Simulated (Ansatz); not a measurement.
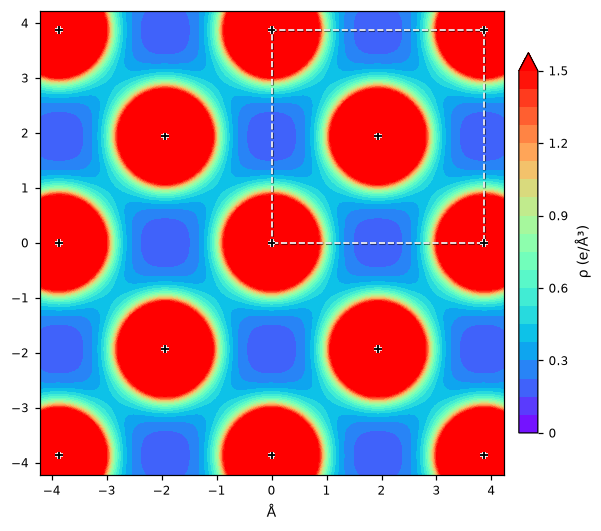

The valence charge density (pseudo) on a plane through atoms (crosses mark nuclei in the plane).

These are results of DFT PBE, scalar-relativistic, plane waves, PAW (Ansatz), not measurements.

Candidates:
A. TaN, a = 2.87 Å, b = 2.87 Å, c = 2.83 Å, α = 90.00°, β = 90.00°, γ = 120.00°. Space group P-6m2; computed pressure about 30 GPa in this cell.
B. Ir, a = 3.87 Å, b = 3.87 Å, c = 3.87 Å, α = 90.00°, β = 90.00°, γ = 90.00°. Space group Fm-3m; computed without spin polarisation.
C. Ga6AsP5, a = 3.92 Å, b = 11.76 Å, c = 5.54 Å, α = 90.00°, β = 90.00°, γ = 90.00°. Space group Pmm2.

### Which system is this?

Candidate B: Ir on the (100) plane of the conventional cell, which holds Ir. Ir–Ir (2.74 Å): the density is about 0.43 e/Å³ at the midpoint.
